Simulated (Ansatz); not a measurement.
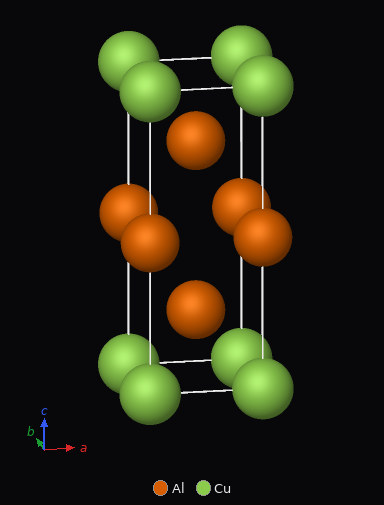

This spheres-only model is shown slightly off an axis. The edges of the conventional unit cell are marked. Cell: a = 2.78 Å, b = 2.78 Å, c = 7.60 Å, α = 90.00°, β = 90.00°, γ = 90.00°.

Origin of the cell: a structure listed in the Materials Project. Earlier steps of the study may have refined or changed the cell and positions. A calculation with Ansatz used it as input.

Q: Notes on the structure:

A: The structure is one of Al3Cu. Symmetry: P4/mmm (No. 123), primitive tetragonal lattice. The cell comprises 1 formula unit: 3 Al, 1 Cu.

Calculation details: DFT PBEsol, scalar-relativistic, plane waves, PAW in Ansatz; wavefunction cutoff 420 eV, k-points on a 16×16×6 grid, Gaussian smearing of 0.1 eV, no spin polarisation.

Q: What is the band gap, if any?

A: A metal: bands cross the Fermi level.

Q: List the Bader charges.

A: Al +0.02 to +0.61 e; Cu -1.25 e.

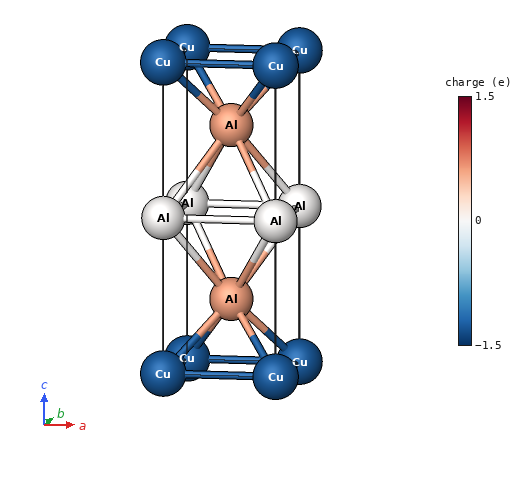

The atoms coloured by those charges. The run's cell of 4 atoms is drawn.

Q: Has the structure come to rest?

A: Yes. All forces vanish to within 0.01 eV/Å. The pressure is 0.0 GPa, close to zero.
